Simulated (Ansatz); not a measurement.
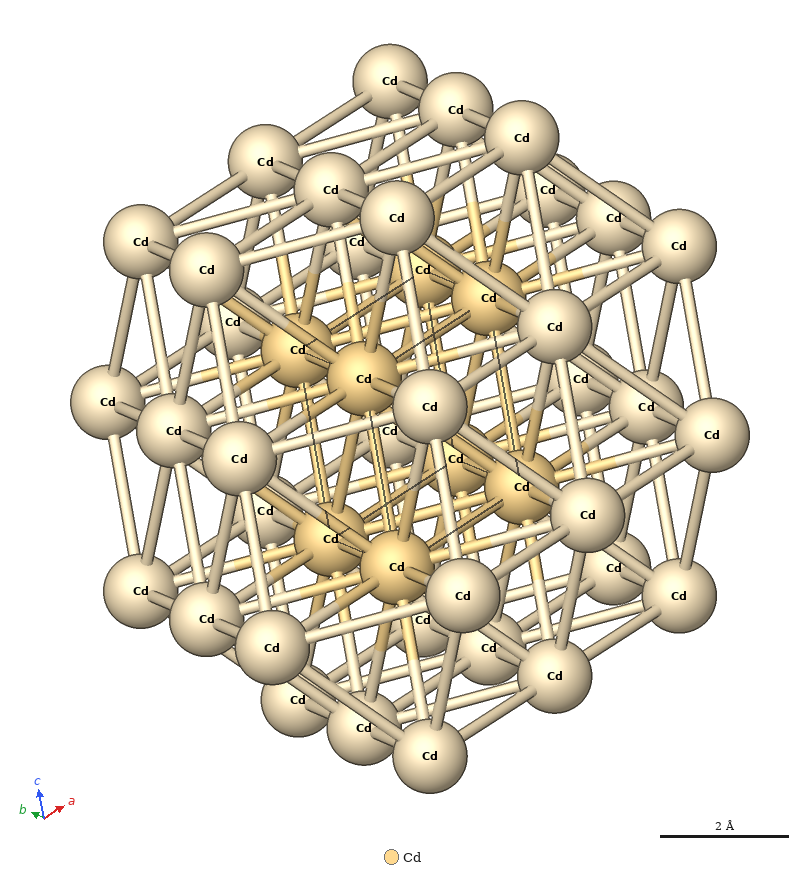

The figure gives a ball-and-stick picture of the atoms, viewed slightly off an axis. The box is the simulation cell; atoms on or close to its faces, edges and corners are drawn wherever they repeat. Bonded atoms from the next cells complete the picture, in fainter colours.

The input file of the run:
```yaml
crystal:
  lattice:
    - [0.0, 2.2681468454, 2.2681468454]
    - [2.2681468454, 0.0, 2.2681468454]
    - [2.2681468454, 2.2681468454, 0.0]
  atoms:
    - { symbol: Cd, position: [0.0, 0.0, 0.0] }
basis:
  ecutwfc: 420
kpoints:
  mp_grid: { grid: [16, 16, 16] }
hamiltonian:
  xc: pbesol
scf:
  occupations: { method: gaussian, width: 0.1 }
output:
  forces: true
  stress: true
  eigenvalues: true
  write_density: true
  write_potential: true
  elf: true
  volumetric_format: npy
```
Run as:
```sh
ansatz run input.yaml --threads 1 --pin off --max-ram 1331MiB --backend cpu --events-out ev --progress --plain --runs-dir out
```

The calculation used DFT PBEsol, scalar-relativistic, plane waves, PAW in Ansatz 0.2.0, with a basis cut at 420 eV, k-grid 16×16×16, Gaussian smearing of 0.1 eV, no spin polarisation.

What is the band gap, if any?

Answer. A metal: bands cross the Fermi level.

What pressure does the calculation give for this cell?

Answer. The computed pressure is -4.5 GPa (stretched: it would shrink).

The initial geometry was a structure listed in the Materials Project. The cell was then strained or its atoms displaced on purpose. Ansatz was used for an electronic-structure calculation on it.

At this level of theory the cell isn't at rest (stretched, at -4 GPa), so its distances can differ from those at equilibrium, the more so the softer the solid.
